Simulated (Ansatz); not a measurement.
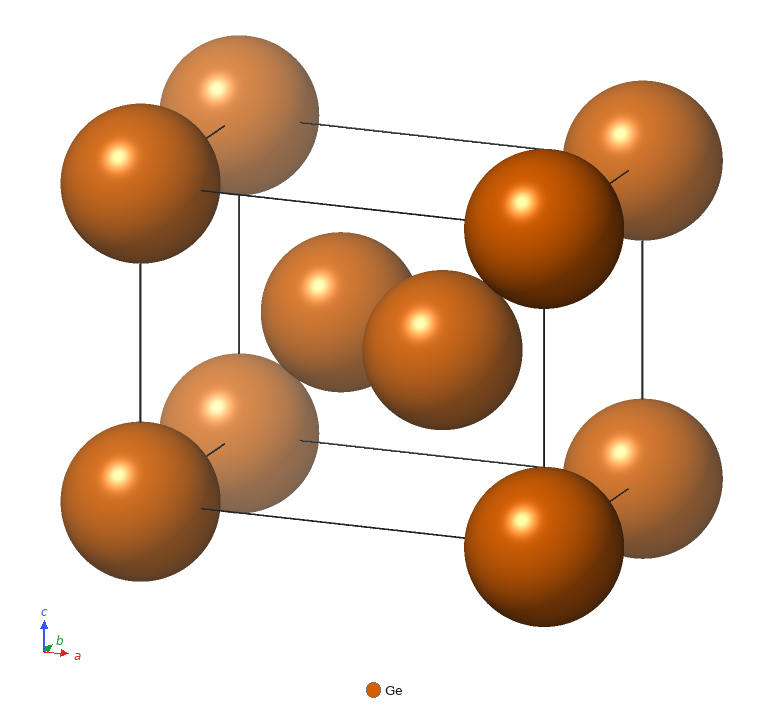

Drawn in the spheres-only manner and seen slightly off an axis. The conventional unit cell is drawn as a box. Cell: a = 4.720 Å, b = 4.720 Å, c = 2.846 Å, α = 90.00°, β = 90.00°, γ = 120.00°.

Explain the picture.

The element is germanium. The symmetry is that of P6/mmm (No. 191), on a primitive hexagonal lattice. It belongs to the family called ω phase (AlB₂-like). The cell holds three atoms. Ge takes two kinds of site: 1a with two Ge in a linear arrangement at about 2.8 Å; 2d with five Ge in a trigonal bipyramidal arrangement at about 2.7 to 2.8 Å.

The structure comes from a structure listed in the Materials Project, with elements exchanged, so it need not be a known form of the compound. What is shown is the relaxed result from DFT PBEsol, scalar-relativistic, plane waves, PAW (Ansatz 0.2.0).
